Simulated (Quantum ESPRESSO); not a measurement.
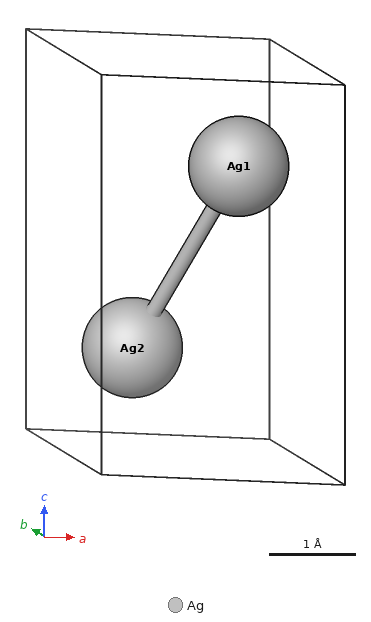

The input geometry (ball-and-stick view of the cell of the calculation, seen slightly off an axis; atoms are numbered from 1 in the order of the input). An atom can appear more than once, as a periodic image.

**Relaxation of cell and atoms, with input and output: Ag**

Ag (P6₃/mmc, 2 atoms in the cell), computed with Kohn-Sham DFT of a periodic cell, PBEsol with D3(BJ), GBRV 1.5 PBEsol, no spin polarisation (Quantum ESPRESSO 7.5).

The structure derives from an entry of the Crystallography Open Database.

Output:
```
Step          Energy          fmax
LBFGS:    0    -8043.266114        1.187094
LBFGS:    1    -8043.313312        0.938589
LBFGS:    2    -8043.369264        0.232220
LBFGS:    3    -8043.374567        0.053982
LBFGS:    4    -8043.374414        0.023158
LBFGS:    5    -8043.374391        0.016842
converged True
cell (A) [  2.83808   2.83808   4.62555  90.       90.      120.     ]
energy -8043.37439122 eV
forces (eV/A)
[[ 0.  0.  0.]
 [-0. -0.  0.]]
stress (eV/A^3, Voigt)
[-0.00077952 -0.00077952  0.00104395 -0.         -0.          0.        ]
Fermi level 18.4539 eV
```

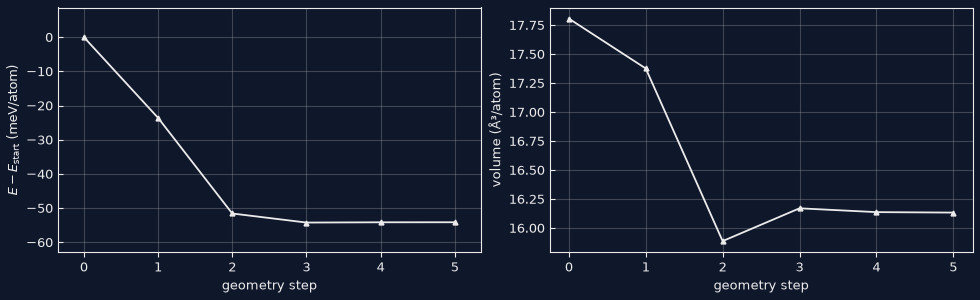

Progress of the relaxation, step by step (steps are counted from 0).

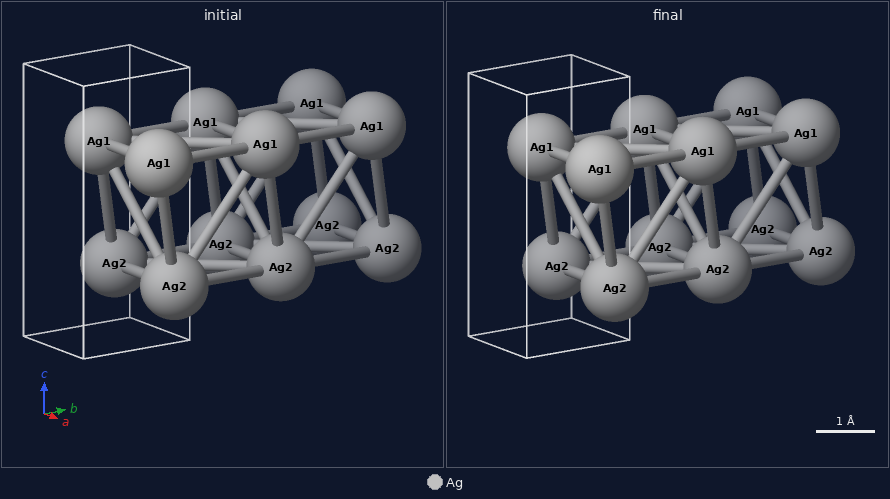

Before (left) and after (right) the relaxation, at one scale (ball-and-stick view of the cell of the calculation, repeated 2 × 3 × 1, seen slightly off an axis). After 5 geometry steps the energy has fallen by 54.1 meV per atom. All forces vanish by symmetry, so only the cell relaxes. The atoms keep their places relative to the cell (all moves are under 0.005 Å). The drawn cell changes as follows: a = b 2.930 → 2.838 Å (−3.1 %), c 4.790 → 4.626 Å (−3.4 %); the volume changes by −9.4 %. Among the contacts that change: Ag1–Ag2 2.932 → 2.834 Å, Ag1–Ag1 2.930 → 2.838 Å. The space group stays P6_3/mmc (No. 194). (Atoms are counted from 1 in the order of the input.)

This output came from the following input.

Input:
```python
import numpy as np
from ase.calculators.espresso import Espresso, EspressoProfile
from ase.io import read

atoms = read('Ag.cif')

input_data = {
    'control': {'calculation': 'scf', 'prefix': 'pwscf', 'outdir': './tmp', 'tprnfor': True, 'tstress': True, 'disk_io': 'low'},
    'system': {'ecutwfc': 56.0, 'ecutrho': 448.0, 'nbnd': 27, 'occupations': 'smearing', 'smearing': 'fd', 'degauss': 0.00367493, 'vdw_corr': 'grimme-d3', 'dftd3_version': 4},
    'electrons': {'conv_thr': 4e-10, 'electron_maxstep': 120, 'mixing_beta': 0.5},
}
pseudopotentials = {'Ag': 'ag_pbesol_v1.4.uspp.F.UPF'}
profile = EspressoProfile(command='mpirun -n 2 pw.x -nk 2', pseudo_dir='pseudo')
dft = Espresso(profile=profile, input_data=input_data, pseudopotentials=pseudopotentials, kpts=(10, 10, 6), koffset=(0, 0, 0))
atoms.calc = dft

from ase.optimize import LBFGS
from ase.filters import FrechetCellFilter
done = LBFGS(FrechetCellFilter(atoms), trajectory='opt.traj').run(fmax=0.02, steps=30)
print('converged', done)
print('cell (A)', np.round(atoms.cell.cellpar(), 5))
print(f'energy {atoms.get_potential_energy():.8f} eV')
print('forces (eV/A)')
print(np.round(atoms.get_forces(), 6))
print('stress (eV/A^3, Voigt)')
print(np.round(atoms.get_stress(), 8))
print(f'Fermi level {dft.get_fermi_level():.4f} eV')
```

File Ag.cif:
```
data_Ag
_cell_length_a 2.93000000
_cell_length_b 2.93000000
_cell_length_c 4.79000000
_cell_angle_alpha 90.00000000
_cell_angle_beta 90.00000000
_cell_angle_gamma 120.00000000
_space_group_name_H-M_alt 'P1'
_space_group_name_Hall 'P 1'
_space_group_IT_number 1
loop_
_space_group_symop_operation_xyz
'x,y,z'
loop_
_atom_site_label
_atom_site_type_symbol
_atom_site_symmetry_multiplicity
_atom_site_Wyckoff_symbol
_atom_site_fract_x
_atom_site_fract_y
_atom_site_fract_z
_atom_site_occupancy
Ag1 Ag 1 a 0.6666666667 0.3333333333 0.7500000000 1
Ag2 Ag 1 a 0.3333333333 0.6666666667 0.2500000000 1
```

Launched with:
```bash
OMP_NUM_THREADS=1 python run.py
```

Results in brief:

| quantity | value |
| --- | --- |
| outcome | converged |
| space group (tolerance 0.01 Å) | P6₃/mmc (194) |
| electrons treated | 38 |
| free energy | −8043.3751 eV |
| Fermi energy | 18.454 eV |
| gap on the k-point mesh | none (metallic) |
| pressure | 0.03 GPa |
| final volume | 32.27 Å³ |
| largest force (length of the vector) at the end | under 0.001 eV/Å |
| final cell | a = 2.838 Å, b = 2.838 Å, c = 4.626 Å, α = 90.00°, β = 90.00°, γ = 120.00° |
| hardware | 2 threads of Intel Xeon @ 2.50GHz (Skylake/Cascade Lake), 128 GiB of memory available, shared host |
| wall time | 2.1 min (CPU time 4.1 min) |
| peak memory | 0.3 GiB |
